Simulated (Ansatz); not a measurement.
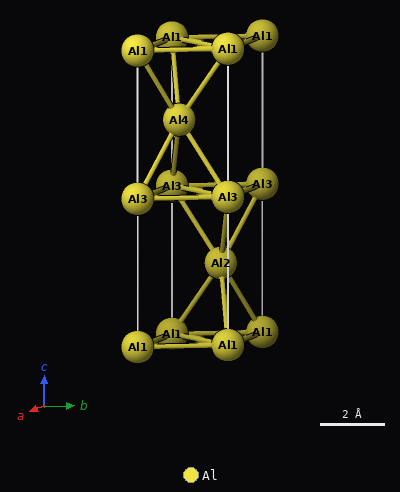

**Figure 1.** The structure as given in the input (ball-and-stick view of the cell of the calculation, seen slightly off an axis; atoms are numbered from 1 in the order of the input). An atom can appear more than once, as a periodic image. Near neighbours in the periodic cell (some may lie outside the picture): Al has 12 Al at 2.85 to 2.87 Å.

## Two runs on Al

System: Al (4 atoms in the cell).
Method of run A: DFT PBE, scalar-relativistic, plane waves, PAW, no spin polarisation (Ansatz 0.2.0).

The structure derives from a Materials Project entry. Text and figures count atoms from 1; the logs count them from 0 in places.

### Input file, run A
```yaml
crystal:
  lattice:
    - [2.854322333, 0.0, 0.0]
    - [-1.4271611665, 2.471915651, 0.0]
    - [0.0, 0.0, 9.3831925854]
  atoms:
    - { symbol: Al, position: [0.0, 0.0, 0.0] }
    - { symbol: Al, position: [0.3333333333, 0.6666666667, 0.25] }
    - { symbol: Al, position: [0.0, 0.0, 0.5] }
    - { symbol: Al, position: [0.6666666667, 0.3333333333, 0.75] }
basis:
  ecutwfc: 420
kpoints:
  mp_grid: { grid: [12, 12, 4] }
hamiltonian:
  xc: pbe
scf:
  occupations: { method: gaussian, width: 0.1 }
output:
  forces: true
  stress: true
  eigenvalues: true
```

Launched with:
```bash
ansatz run input.yaml --threads 1 --pin off --max-ram 2560MiB --backend cpu --events-out ev --progress --plain --runs-dir out
```

Hardware: 1 thread of AMD EPYC 7571, 32 GiB of memory available, shared host.

### Output, shortened to warnings, some set-up lines, iterations and results (run A)
```
Basis set: ecut = 420 eV, 1303 PW (Γ), exchange–correlation on 40×40×128 points (8 copies of the dense FFT grid, shifted against one another)
Symmetry: 24 space group operations
k-points: 57 of 576
Initial density: superposition of atomic densities (neutral atoms: chi_scale 0, normalization atom), corrected by the library's trained network
[...]
SCF iter   1: F=—  HF=-2149.954202 eV  |F-HF|=—  |Δ(HF+E_count)|=         —  Δρ=1.07e-3  dr2=9.65e-4  ethr=1.77e-3  ⟨swp⟩=7.1  Hψ=4830  notcnv=0
SCF iter   2: F=—  HF=-2149.954287 eV  |F-HF|=—  |Δ(HF+E_count)|=   8.50e-5  Δρ=6.27e-4  dr2=3.78e-4  ethr=8.04e-6  ⟨swp⟩=1.6  Hψ=1108  notcnv=0
SCF iter   3: F=—  HF=-2149.954255 eV  |F-HF|=—  |Δ(HF+E_count)|=   3.18e-5  Δρ=1.45e-4  dr2=4.64e-5  ethr=3.15e-6  ⟨swp⟩=2.1  Hψ=808  notcnv=0
SCF iter   4: F=—  HF=-2149.954283 eV  |F-HF|=—  |Δ(HF+E_count)|=   2.80e-5  Δρ=5.66e-5  dr2=2.56e-6  ethr=3.87e-7  ⟨swp⟩=2.1  Hψ=796  notcnv=0
SCF iter   5: F=—  HF=-2149.954283 eV  |F-HF|=—  |Δ(HF+E_count)|=   3.73e-7  Δρ=1.31e-5  dr2=1.90e-7  ethr=2.13e-8  ⟨swp⟩=1.2  Hψ=611  notcnv=0
SCF iter   6: F=-2149.954283 eV  HF=-2149.954283 eV  |F-HF|=1.44e-9  |Δ(HF+E_count)|=   2.16e-9  Δρ=1.58e-6  dr2=2.67e-9  ethr=8.33e-10  ⟨swp⟩=5.5  Hψ=2352  notcnv=0
SCF 1 converged in 6 iterations: F = -2149.954283 eV  dr2 = 2.67e-9
SCF converged after 6 iterations
Free energy (F): -2149.954283 eV
Harris-Foulkes:  -2149.954283 eV  (|F-HF|=1.44e-9)
Internal energy: -2149.944995 eV  (E = F + TS)
E sigma→0 (E₀):  -2149.949639 eV
Entropy (-TS):   -0.009288 eV (-2.322 meV/atom)
Fermi energy:    7.892326 eV
--- Per-component energies (eV) ---
  E_band       = 42.033185
  E_kinetic    = 90.811600
  E_local      = 39.410498  (includes V_loc(G=0)·N_el)
  E_nonlocal   = 41.339143
  E_hartree    = 0.394357
  E_xc         = -158.839093
  E_vxc        = -115.703442  (∫ρ·V_xc dr)
  E_paw        = -1869.311663  (= ΣΔE_a)
  E_vpaw       = -14.613338  (= ΣTr[D̂ρ^β])
  E_aug_tail   = -0.000009  (compensation charges beyond the density's cutoff)
  E_ewald      = -293.749828
  E_smearing   = -0.009288  (= −TS)
  E_closure    = 0.000000  (closes the sum)
  Σ components = -2149.954283   (vs F -2149.954283, Δ=0.00e0)
--- Forces (eV/Å), atoms counted from 1 ---
  atom   1  Al     0.00000000    -0.00000000     0.00000000
  atom   2  Al     0.00000000     0.00000000     0.00000000
  atom   3  Al     0.00000000     0.00000000    -0.00000000
  atom   4  Al    -0.00000000     0.00000000    -0.00000000
  max |Σ_I F_I| component: 1.62e-17 eV/Å
--- Stress (GPa, compression-positive) ---
        0.495203      -0.000000       0.000000
        0.000000       0.495203      -0.000000
        0.000000      -0.000000      -1.098188
  P = ⅓ Tr σ = -0.0359 GPa (-0.359 kbar)
```

For run B the input was changed thus:
```diff
-    - [2.854322333, 0.0, 0.0]
-    - [-1.4271611665, 2.471915651, 0.0]
-    - [0.0, 0.0, 9.3831925854]
+    - [2.8270770242, 0.0, 0.0]
+    - [-1.4135385121, 2.4483205214, 0.0]
+    - [0.0, 0.0, 9.18599307]
-    - { symbol: Al, position: [0.3333333333, 0.6666666667, 0.25] }
+    - { symbol: Al, position: [0.33333333, 0.66666667, 0.25] }
-    - { symbol: Al, position: [0.6666666667, 0.3333333333, 0.75] }
+    - { symbol: Al, position: [0.66666667, 0.33333333, 0.75] }
-  mp_grid: { grid: [12, 12, 4] }
+  mp_grid: { grid: [6, 6, 2] }
```

What does this change do to the results?

With the same functional and potentials, run B lies 7.9 meV per atom lower (other lines of the input change too). The pressure goes from −0.04 to 3.52 GPa. The volume per atom goes from 16.55 to 15.90 Å³. The number of SCF iterations is the same. The irreducible k-points go from 57 to 14. The plane waves at Γ go from 1303 to 1255.

### Output, shortened to warnings, some set-up lines, iterations and results (run B)
```
Basis set: ecut = 420 eV, 1255 PW (Γ), exchange–correlation on 40×40×128 points (8 copies of the dense FFT grid, shifted against one another)
Symmetry: 24 space group operations
k-points: 14 of 72
Initial density: superposition of atomic densities (neutral atoms: chi_scale 0, normalization atom), corrected by the library's trained network
[...]
SCF iter   1: F=—  HF=-2149.987129 eV  |F-HF|=—  |Δ(HF+E_count)|=         —  Δρ=2.69e-3  dr2=5.32e-3  ethr=1.77e-3  ⟨swp⟩=7.4  Hψ=1215  notcnv=0
SCF iter   2: F=—  HF=-2149.986150 eV  |F-HF|=—  |Δ(HF+E_count)|=   9.79e-4  Δρ=1.10e-3  dr2=8.42e-4  ethr=4.43e-5  ⟨swp⟩=1.2  Hψ=255  notcnv=0
SCF iter   3: F=—  HF=-2149.985948 eV  |F-HF|=—  |Δ(HF+E_count)|=   2.03e-4  Δρ=8.50e-5  dr2=7.79e-6  ethr=7.02e-6  ⟨swp⟩=1.6  Hψ=190  notcnv=0
SCF iter   4: F=—  HF=-2149.986036 eV  |F-HF|=—  |Δ(HF+E_count)|=   8.86e-5  Δρ=3.63e-5  dr2=8.47e-7  ethr=6.49e-8  ⟨swp⟩=2.1  Hψ=197  notcnv=0
SCF iter   5: F=—  HF=-2149.986037 eV  |F-HF|=—  |Δ(HF+E_count)|=   1.40e-7  Δρ=9.85e-6  dr2=2.20e-7  ethr=7.06e-9  ⟨swp⟩=2.1  Hψ=202  notcnv=0
SCF iter   6: F=-2149.986036 eV  HF=-2149.986036 eV  |F-HF|=1.39e-8  |Δ(HF+E_count)|=   5.80e-8  Δρ=3.38e-6  dr2=1.89e-8  ethr=8.33e-10  ⟨swp⟩=6.1  Hψ=656  notcnv=0
SCF 1 converged in 6 iterations: F = -2149.986036 eV  dr2 = 1.89e-8
SCF converged after 6 iterations
Free energy (F): -2149.986036 eV
Harris-Foulkes:  -2149.986036 eV  (|F-HF|=1.39e-8)
Internal energy: -2149.976370 eV  (E = F + TS)
E sigma→0 (E₀):  -2149.981203 eV
Entropy (-TS):   -0.009667 eV (-2.417 meV/atom)
Fermi energy:    8.248033 eV
--- Per-component energies (eV) ---
  E_band       = 45.733050
  E_kinetic    = 93.219136
  E_local      = 41.881872  (includes V_loc(G=0)·N_el)
  E_nonlocal   = 41.768648
  E_hartree    = 0.423252
  E_xc         = -159.927661
  E_vxc        = -117.115369  (∫ρ·V_xc dr)
  E_paw        = -1869.607052  (= ΣΔE_a)
  E_vpaw       = -14.867767  (= ΣTr[D̂ρ^β])
  E_aug_tail   = -0.000009  (compensation charges beyond the density's cutoff)
  E_ewald      = -297.734555
  E_smearing   = -0.009667  (= −TS)
  E_closure    = 0.000000  (closes the sum)
  Σ components = -2149.986036   (vs F -2149.986036, Δ=0.00e0)
--- Forces (eV/Å), atoms counted from 1 ---
  atom   1  Al    -0.00000000    -0.00000000     0.00000000
  atom   2  Al    -0.00000000    -0.00000000     0.00000000
  atom   3  Al    -0.00000000    -0.00000000    -0.00000000
  atom   4  Al    -0.00000000     0.00000000     0.00000000
  max |Σ_I F_I| component: 9.25e-18 eV/Å
--- Stress (GPa, compression-positive) ---
        2.468022       0.000000       0.000000
        0.000000       2.468022       0.000000
        0.000000       0.000000       5.623188
  P = ⅓ Tr σ = 3.5197 GPa (35.197 kbar)
```

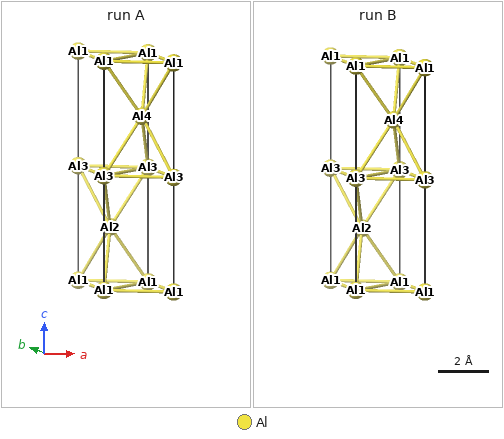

**Figure 2.** The two input geometries at one scale (ball-and-stick view of the cell of the calculation, seen slightly off an axis). No atom moves by more than 0.005 Å relative to the cell. The drawn cell changes as follows: a = b 2.854 → 2.827 Å (−1.0 %), c 9.383 → 9.186 Å (−2.1 %); the volume changes by −4.0 %. Among the contacts that change: Al1–Al2 2.867 → 2.817 Å, Al1–Al1 2.854 → 2.827 Å.

### The two runs side by side

| quantity | run A | run B |
| --- | --- | --- |
| outcome | converged | converged |
| free energy per atom (eV) | −537.4886 | −537.4965 |
| energy per atom, smearing taken to zero (eV) | −537.4874 | −537.4953 |
| gap on the mesh (eV) | 0.00 | 0.00 |
| pressure (GPa) | −0.04 | 3.52 |
| volume per atom (Å³) | 16.55 | 15.90 |
| largest force (eV/Å) | 0.000 | 0.000 |
| SCF iterations | 6 | 6 |
| irreducible k-points | 57 | 14 |
| plane waves at Γ | 1303 | 1255 |
| wall time (shared host) | 4.2 s | 3.2 s |
